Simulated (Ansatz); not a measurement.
# Ca on Co(0001): change of the work function, part 3 of 4

Aim: the work function of Co(0001) at several coverages of Ca (fcc site), and the dipole that each adsorbate carries.

Ansatz 0.2.0; plane-wave DFT, PBE, Ansatz PAW.

So far, work function, upper face (eV): step 2 (the clean slab) 4.93.

## Step 3: Adsorbate added, k-mesh 4×4×1, coverage 0.111 ML (continued)

Relaxation path:

```csv
step,energy less that of the first step (eV),largest force component (eV/Å)
1,0.0000,1.4586
2,-0.2611,1.0942
3,-0.4164,0.3046
4,-0.4382,0.1865
5,-0.4432,0.0581
6,-0.4437,0.0093
```

Forces are held to the 6 operations that the run works with; a distortion that breaks them can't arise in this run.

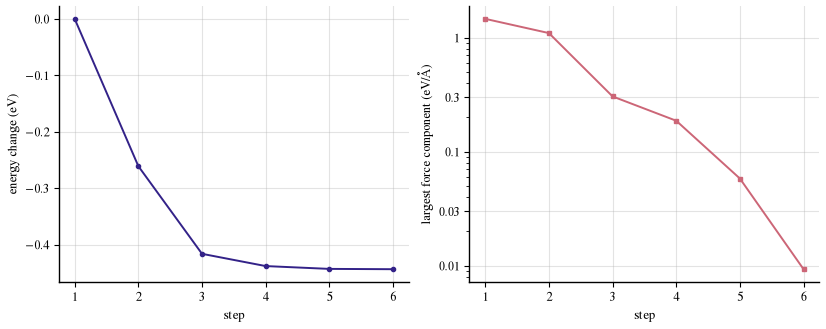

Energy and largest force along the relaxation.

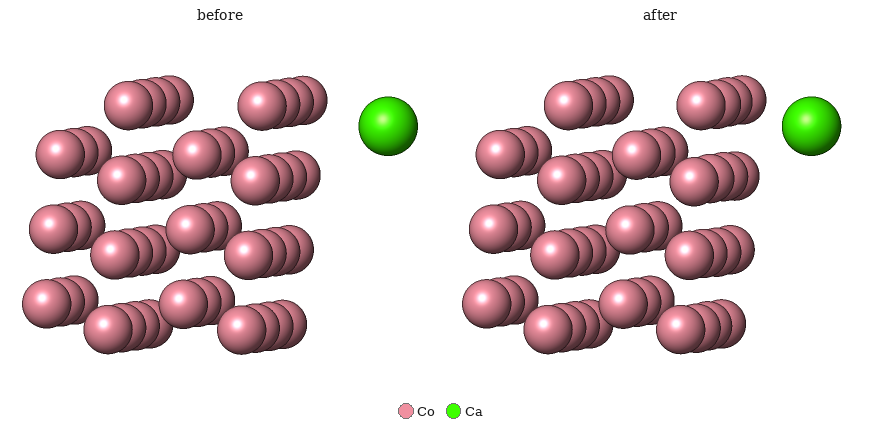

Before and after, at one scale.

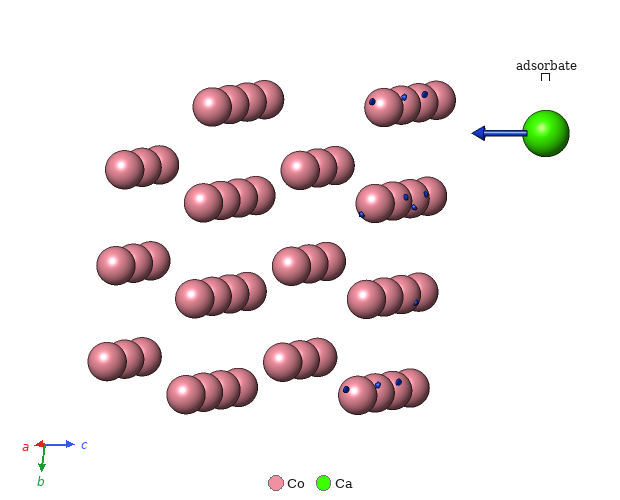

Displacements in the relaxation, exaggerated; the longest in the cell stands for 0.50 Å. Some periodic images of atoms are drawn too.

The atoms that moved most (Å):

```csv
atom,dx,dy,dz,length
Ca37,0.000,0.000,-0.497,0.497
Co4,-0.025,-0.014,-0.035,0.045
Co16,0.025,-0.014,-0.035,0.045
Co8,0.000,0.029,-0.035,0.045
Co32,0.015,-0.009,0.031,0.035
Co20,-0.015,-0.009,0.031,0.035
Co24,0.000,0.017,0.031,0.035
Co12,0.002,-0.001,0.026,0.026
```

Final coordinates:

```xyz
37
Lattice="7.5300 0.0000 0.0000 3.7650 6.5212 0.0000 0.0000 0.0000 26.7789" Properties=species:S:1:pos:R:3
Co    2.5100    1.4491    9.0000
Co    0.0000    0.0000   11.0356
Co    2.5161    1.4527   13.0669
Co   -0.0250   -0.0144   14.9918
Co    3.7650    3.6229    9.0000
Co    1.2550    2.1737   11.0356
Co    3.7679    3.6212   13.0957
Co    1.2550    2.2026   14.9918
Co    5.0200    5.7966    9.0000
Co    2.5100    4.3474   11.0356
Co    5.0200    5.7895   13.0669
Co    2.5117    4.3465   15.0525
Co    5.0200    1.4491    9.0000
Co    2.5100    0.0000   11.0356
Co    5.0200    1.4525   13.0957
Co    2.5350   -0.0144   14.9918
Co    6.2750    3.6229    9.0000
Co    3.7650    2.1737   11.0356
Co    6.2721    3.6212   13.0957
Co    3.7502    2.1652   15.0572
Co    7.5300    5.7966    9.0000
Co    5.0200    4.3474   11.0356
Co    7.5378    5.7921   13.0750
Co    5.0200    4.3645   15.0572
Co    7.5300    1.4491    9.0000
Co    5.0200    0.0000   11.0356
Co    7.5239    1.4527   13.0669
Co    5.0200    0.0019   15.0525
Co    8.7850    3.6229    9.0000
Co    6.2750    2.1737   11.0356
Co    8.7850    3.6318   13.0750
Co    6.2898    2.1652   15.0572
Co   10.0400    5.7966    9.0000
Co    7.5300    4.3474   11.0356
Co   10.0322    5.7921   13.0750
Co    7.5283    4.3465   15.0525
Ca    1.2550    0.7246   17.2815
```

This step gave:

- energy at zero smearing: -186346.0214 eV
- total moment: 60.74 μB
- work function, upper face: 2.209 eV
- work function, lower face: 4.970 eV
- dipole along the normal: 0.7492 e·Å
- step between the vacuum levels: -2.761 eV

Running mean over 2.03561 Å of the planar mean; the ramp of the sawtooth is left out. Table of electron's electrostatic potential energy less the Fermi level by z:

```csv
z (Å),electron's electrostatic potential energy less the Fermi level (eV)
4,4.97
6,4.91
8,-3.47
10,-10.5
12,-10.5
14,-11.4
16,-4.78
18,1.14
20,2.16
22,2.21
```

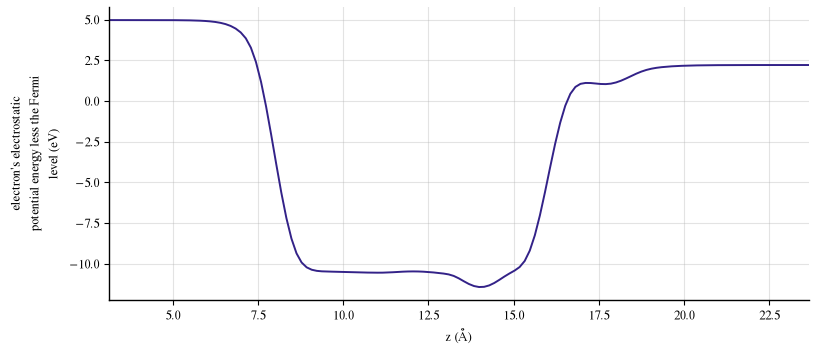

Electron's electrostatic potential energy less the Fermi level, plotted against z.

Site moment by element, in μB:

```csv
element,atoms,mean,spread (r.m.s.),least,largest
Co,36,1.76,0.06,1.61,1.82
Ca,1,-0.06,0.00,-0.06,-0.06
```

The atoms farthest from the mean of their element:

```csv
atom,"x, y, z (Å)",site moment (μB)
Co16,"2.54, -0.01, 14.99",1.61
Co8,"1.26, 2.20, 14.99",1.61
Co4,"-0.03, -0.01, 14.99",1.61
Co13,"5.02, 1.45, 9.00",1.82
Co17,"6.28, 3.62, 9.00",1.82
Co5,"3.76, 3.62, 9.00",1.82
Co21,"7.53, 5.80, 9.00",1.82
Co33,"10.04, 5.80, 9.00",1.82
```

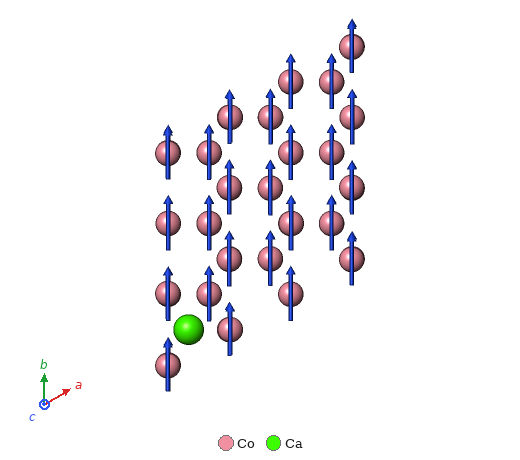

Site moment as arrows, the longest 1.82 μB. Up and down stand for the sign. Arrows give size and sign along the axis of quantisation, drawn up and down the page. Some periodic images of atoms are drawn too.

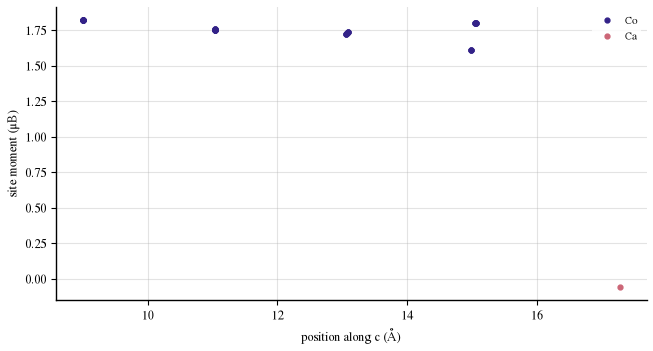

Site moment along the cell.

The relaxation took 6 steps and lowered the energy by 0.44 eV; the largest force on the free atoms ends at 0.0093 eV/Å.

The covered face has 2.21 eV, -2.72 eV against the clean one; the bare back face has moved by -0.02 eV, a measure of how thin the slab is.

## Step 4: Adsorbate added, k-mesh 6×6×1, coverage 0.25 ML

System of this step: Ca/Co(0001). The cell holds 17 atoms: 16 Co and 1 Ca. Cell: a = 5.020 Å, b = 5.020 Å, c = 26.779 Å, α = 90.0°, β = 90.0°, γ = 60.0°. Vacuum lies along c.

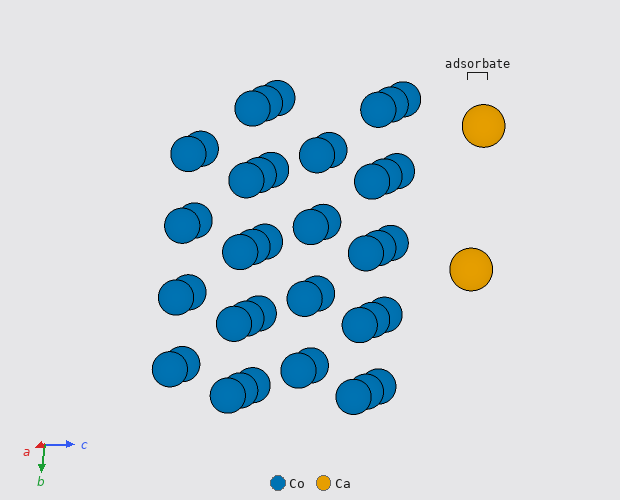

The cell of this step (cobalt blue, calcium orange). 1×2×1 cells are drawn. Some periodic images of atoms are drawn too.

Another coverage, to see how the dipoles act on each other as their distance changes.

File input.yaml:

```yaml
crystal:
  lattice:
    - [5.02, 0.0, 0.0]
    - [2.51, 4.347447527, 0.0]
    - [0.0, 0.0, 26.7788580288]
  atoms:
    - { symbol: Co, position: [0.3333333333, 0.3333333333, 0.3360860269], spin: 1.82 }
    - { symbol: Co, position: [0.0, 0.0, 0.4121015911], spin: 1.76 }
    - { symbol: Co, position: [0.3333333333, 0.3333333333, 0.4884830077], spin: 1.74 }
    - { symbol: Co, position: [0.0, 0.0, 0.5611307648], spin: 1.79 }
    - { symbol: Co, position: [0.3333333333, 0.8333333333, 0.3360860269], spin: 1.82 }
    - { symbol: Co, position: [0.0, 0.5, 0.4121015911], spin: 1.76 }
    - { symbol: Co, position: [0.3333333333, 0.8333333333, 0.4884830077], spin: 1.74 }
    - { symbol: Co, position: [0.0, 0.5, 0.5611307648], spin: 1.79 }
    - { symbol: Co, position: [0.8333333333, 0.3333333333, 0.3360860269], spin: 1.82 }
    - { symbol: Co, position: [0.5, 0.0, 0.4121015911], spin: 1.76 }
    - { symbol: Co, position: [0.8333333333, 0.3333333333, 0.4884830077], spin: 1.74 }
    - { symbol: Co, position: [0.5, 0.0, 0.5611307648], spin: 1.79 }
    - { symbol: Co, position: [0.8333333333, 0.8333333333, 0.3360860269], spin: 1.82 }
    - { symbol: Co, position: [0.5, 0.5, 0.4121015911], spin: 1.76 }
    - { symbol: Co, position: [0.8333333333, 0.8333333333, 0.4884830077], spin: 1.74 }
    - { symbol: Co, position: [0.5, 0.5, 0.5611307648], spin: 1.79 }
    - { symbol: Ca, position: [0.1666666667, 0.1666666667, 0.6639139731] }
magnetization:
  spin_polarized: true
kpoints:
  mp_grid: { grid: [6, 6, 1] }
hamiltonian:
  xc: pbe
scf:
  occupations: { method: fermi_dirac, width: 0.1 }
  convergence: { dr2_threshold: 1.0e-08 }
efield:
  axis: 3
  dipole_correction: true
  ramp_position: 0.97
  ramp_width: 0.06
relax:
  f_tol: 0.02
  max_steps: 60
  constraints: [{ sites: [0, 1, 4, 5, 8, 9, 12, 13] }]
output:
  dos: { projected: true, e_range: [-8, 4] }
  write_potential: true
  write_density: true
  volumetric_format: npy
  elf: true
```

Command:

```
ansatz run input.yaml --threads 4 --pin off --max-ram 16384MiB --backend cpu --events-out ev --progress --plain --runs-dir out
```

Numbers of over 12 decimals in the logs are rounded to 6 here.

Log:

```text
[...]
Crystal: 17 atoms, lattice volume = 584.427 Å³
Basis set: ecut = 420 eV, 11471 PW (Γ), exchange–correlation on 72×72×360 points (8 copies of the dense FFT grid, shifted against one another)
Bands: 187, of which v1, the nominal top of the filled ones, is band 141 counted from 1 (140 counted from 0)
Symmetry: 6 space group operations
k-points: 7 of 36 (time reversal used)
[...]
Starting moments: Σ|m| = 28.44 μB on 16 of 17 sites
[...]
SCF iter   1: F=—  HF=-83824.998875 eV  |F-HF|=—  |Δ(HF+E_count)|=         —  Δρ=4.14e-2 (↑9.89e-3 ↓4.14e-2)  dr2=4.73e1  dr2_m=2.06e0  M=27.592 μB ∫|m|=28.632 μB  β_m=1.00  ethr=3.10e-3  p=-0.000 e·Å  D=-1.36e-7 V/Å  ΔV_dip=0.00 eV  dr2_dipole=6.48e0  V_vac-E_F(+/−)=7.27/7.27 eV  ⟨swp⟩=9.6  Hψ=13432  notcnv=0  defer=168
[...]
SCF iter  20: F=-83830.338158 eV  HF=-83830.338158 eV  |F-HF|=1.31e-9  |Δ(HF+E_count)|=   7.79e-9  Δρ=5.21e-7 (↑4.09e-7 ↓5.21e-7)  dr2=3.71e-9  dr2_m=1.43e-10  M=27.231 μB ∫|m|=29.926 μB  ethr=3.55e-12  p=0.250 e·Å  D=7.75e-2 V/Å  ΔV_dip=-2.07 eV  dr2_dipole=5.86e-11  V_vac-E_F(+/−)=2.91/4.99 eV  ⟨swp⟩=15.9  Hψ=20744  notcnv=0
SCF 1 converged in 20 iterations: F = -83830.338158 eV  dr2 = 3.71e-9
[...]
relax step   1: F+E_penalty+E_count = -83830.33815762 eV  Δ(F+E_penalty+E_count) = +0.000e0 eV  max|allowed force component| = 1.055e0 eV/Å  Δτ_max = 0.0000 Å  (20 SCF iters, accepted)
[...]
SCF iter  15: F=-83830.515172 eV  HF=-83830.515172 eV  |F-HF|=3.59e-9  |Δ(HF+E_count)|=   4.15e-8  Δρ=5.25e-7 (↑2.45e-7 ↓5.25e-7)  dr2=4.74e-9  dr2_m=2.12e-10  M=27.236 μB ∫|m|=29.922 μB  ethr=2.20e-12  p=0.271 e·Å  D=8.39e-2 V/Å  ΔV_dip=-2.25 eV  dr2_dipole=4.99e-10  V_vac-E_F(+/−)=2.74/4.99 eV  ⟨swp⟩=11.1  Hψ=17251  notcnv=0
SCF 2 converged in 15 iterations: F = -83830.515172 eV  dr2 = 4.74e-9
[...]
relax step   2: F+E_penalty+E_count = -83830.51517243 eV  Δ(F+E_penalty+E_count) = -1.770e-1 eV  max|allowed force component| = 7.345e-1 eV/Å  Δτ_max = 0.1840 Å  (15 SCF iters, accepted)
SCF iter   1: F=—  HF=-83830.643994 eV  |F-HF|=—  |Δ(HF+E_count)|=         —  Δρ=3.90e-3 (↑2.50e-3 ↓3.90e-3)  dr2=4.16e-1  dr2_m=4.02e-2  M=27.132 μB ∫|m|=29.838 μB  β_m=1.00  ethr=6.12e-4  p=0.271 e·Å  D=8.39e-2 V/Å  ΔV_dip=-2.25 eV  dr2_dipole=4.62e-2  V_vac-E_F(+/−)=2.77/5.02 eV  ⟨swp⟩=8.4  Hψ=9709  notcnv=0  defer=209
[...]
SCF iter  16: F=-83830.616857 eV  HF=-83830.616857 eV  |F-HF|=4.66e-10  |Δ(HF+E_count)|=   1.37e-9  Δρ=2.17e-7 (↑1.61e-7 ↓2.17e-7)  dr2=4.90e-10  dr2_m=5.69e-11  M=27.143 μB ∫|m|=29.845 μB  ethr=1.39e-12  p=0.296 e·Å  D=9.15e-2 V/Å  ΔV_dip=-2.45 eV  dr2_dipole=4.95e-11  V_vac-E_F(+/−)=2.54/4.99 eV  ⟨swp⟩=11.2  Hψ=16483  notcnv=0
SCF 3 converged in 16 iterations: F = -83830.616857 eV  dr2 = 4.90e-10
relax step   3: F+E_penalty+E_count = -83830.61685731 eV  Δ(F+E_penalty+E_count) = -1.017e-1 eV  max|allowed force component| = 1.701e-1 eV/Å  Δτ_max = 0.1977 Å  (16 SCF iters, accepted)
[...]
relax step   4: F+E_penalty+E_count = -83830.62592574 eV  Δ(F+E_penalty+E_count) = -9.068e-3 eV  max|allowed force component| = 8.311e-2 eV/Å  Δτ_max = 0.0548 Å  (13 SCF iters, accepted)
SCF iter   1: F=—  HF=-83830.627165 eV  |F-HF|=—  |Δ(HF+E_count)|=         —  Δρ=9.19e-4 (↑6.82e-4 ↓9.19e-4)  dr2=3.73e-3  dr2_m=3.01e-3  M=27.072 μB ∫|m|=29.781 μB  β_m=1.00  ethr=1.32e-5  p=0.300 e·Å  D=9.29e-2 V/Å  ΔV_dip=-2.49 eV  dr2_dipole=6.88e-4  V_vac-E_F(+/−)=2.50/4.99 eV  ⟨swp⟩=3.0  Hψ=5360  notcnv=0  defer=225
[...]
SCF iter  13: F=-83830.627267 eV  HF=-83830.627267 eV  |F-HF|=1.28e-9  |Δ(HF+E_count)|=  5.82e-11  Δρ=4.31e-7 (↑1.73e-7 ↓4.31e-7)  dr2=1.88e-9  dr2_m=1.60e-10  M=27.081 μB ∫|m|=29.792 μB  ethr=1.00e-12  p=0.300 e·Å  D=9.29e-2 V/Å  ΔV_dip=-2.49 eV  dr2_dipole=3.80e-11  V_vac-E_F(+/−)=2.50/4.99 eV  ⟨swp⟩=10.3  Hψ=15454  notcnv=0
SCF 5 converged in 13 iterations: F = -83830.627267 eV  dr2 = 1.88e-9
[...]
relax step   5: F+E_penalty+E_count = -83830.62726651 eV  Δ(F+E_penalty+E_count) = -1.341e-3 eV  max|allowed force component| = 1.422e-2 eV/Å  Δτ_max = 0.0254 Å  (13 SCF iters, accepted)
[...]
SCF converged after 13 iterations
Magnetization: 27.0814 μB (154.5407 up, 127.4593 down)
Absolute magnetization: 29.7996 μB (∫|ρ↑−ρ↓|, with the PAW one-centre terms)
[...]
Per-site moments (μB) at R_I (Å): [(1.835384, 1.030734), (1.763683, 1.024503), (1.738241, 0.997912), (1.651390, 0.996258), (1.835384, 1.030734), (1.763683, 1.024503), (1.738241, 0.997912), (1.651390, 0.996258), (1.835384, 1.030734), (1.763683, 1.024503), (1.738241, 0.997912), (1.651390, 0.996258), (1.838147, 1.030734), (1.758140, 1.030734), (1.743606, 0.996258), (1.811461, 1.035701), (-0.039236, 1.144364)]
Free energy (F): -83830.627267 eV
[...]
Internal energy: -83830.019854 eV  (E = F + TS)
E sigma→0 (E₀):  -83830.323560 eV
Entropy (-TS):   -0.607413 eV (-35.730 meV/atom)
Fermi energy:    3.653859 eV
Dipole field:    D = 0.092864 V/Å  (p = 0.299928 e·Å, saw-weighted, corrected)
Work function:   Φ+ = 2.5023 eV   Φ− = 4.9891 eV
[...]
--- Forces (eV/Å), atoms counted from 1 ---
  atom   1  Co     0.00082452     0.00047604     0.48129518
  atom   2  Co     0.05137428     0.02966096    -0.48094439
  atom   3  Co     0.00940817     0.00543181     0.00321442
  atom   4  Co    -0.00196476    -0.00113436    -0.00700092
  atom   5  Co     0.00000000    -0.00095208     0.48129518
  atom   6  Co    -0.00000000    -0.05932191    -0.48094439
  atom   7  Co     0.00000000    -0.01086362     0.00321442
  atom   8  Co     0.00000000     0.00226871    -0.00700092
  atom   9  Co    -0.00082452     0.00047604     0.48129518
  atom  10  Co    -0.05137428     0.02966096    -0.48094439
  atom  11  Co    -0.00940817     0.00543181     0.00321442
  atom  12  Co     0.00196476    -0.00113436    -0.00700092
  atom  13  Co     0.00000000    -0.00000000     0.47891276
  atom  14  Co    -0.00000000     0.00000000    -0.48940668
  atom  15  Co     0.00000000    -0.00000000     0.01421985
  atom  16  Co    -0.00000000    -0.00000000    -0.00107855
  atom  17  Ca     0.00000000    -0.00000000     0.00765134
  max |Σ_I F_I| component: 8.42e-6 eV/Å
--- Band table (eV; the first three rows and the last of 14) ---
  k-point 0 ↑: bands = [... 137 lower, 2.7348, 2.7348, 2.7393, 2.8740, 2.8740, 2.8899, 2.9446, 2.9446, ... 42 higher]
  k-point 1 ↑: bands = [... 137 lower, 2.6595, 2.6668, 2.6886, 2.7161, 2.7233, 2.7412, 2.7613, 2.8527, ... 42 higher]
  k-point 2 ↑: bands = [... 137 lower, 2.3945, 2.4228, 2.4249, 2.5032, 2.5559, 2.5683, 2.5851, 2.5997, ... 42 higher]
  k-point 6 ↓: bands = [... 137 lower, 4.1968, 4.3610, 4.4164, 4.4192, 4.4221, 4.4331, 4.4912, 4.4930, ... 42 higher]
--- Relaxed structure (5 steps of the walk, 5 accepted, 0 SCFs on fresh bases) ---
  F+E_penalty+E_count = -83830.62726651 eV   max|allowed force component| = 1.422e-2 eV/Å
  atoms:
    - { symbol: Co, position: [0.333333, 0.333333, 0.336086] }
    - { symbol: Co, position: [2.6667121670171407e-17, 2.66671216701714e-17, 0.412102] }
    - { symbol: Co, position: [0.334393, 0.334393, 0.488657] }
    - { symbol: Co, position: [-0.00355081, -0.00355081, 0.560425] }
    - { symbol: Co, position: [0.333333, 0.833333, 0.336086] }
    - { symbol: Co, position: [5.551115123125783e-17, 0.5, 0.412102] }
    - { symbol: Co, position: [0.334393, 0.831215, 0.488657] }
    - { symbol: Co, position: [-0.00355081, 0.507102, 0.560425] }
    - { symbol: Co, position: [0.833333, 0.333333, 0.336086] }
    - { symbol: Co, position: [0.5, 2.66671216701714e-17, 0.412102] }
    - { symbol: Co, position: [0.831215, 0.334393, 0.488657] }
    - { symbol: Co, position: [0.507102, -0.00355081, 0.560425] }
    - { symbol: Co, position: [0.833333, 0.833333, 0.336086] }
    - { symbol: Co, position: [0.500000, 0.5, 0.412102] }
    - { symbol: Co, position: [0.833333, 0.833333, 0.487424] }
    - { symbol: Co, position: [0.500000, 0.5, 0.565465] }
    - { symbol: Ca, position: [0.166667, 0.166667, 0.648048] }
```

It took 8 min on 4 threads of Arm Neoverse V1, shared host; peak memory 3.2 GiB; 31 min of CPU time.

[end of part 3 of 4]

[Logs are printed without paths, hosts, clocks, repeated set-up lines and the standing remarks that a program may print on its own settings, such as how far it seeks lower states.]

[Hosts, paths, dates, database ids (printed as entryN), source tags and the programs' standing remarks are cut or masked in the printed files.]

[Maps of the electrostatic potential energy from Ansatz leave out the sawtooth potential of an applied field or a dipole correction, so their vacuum need not be flat; planar profiles and work functions include it.]
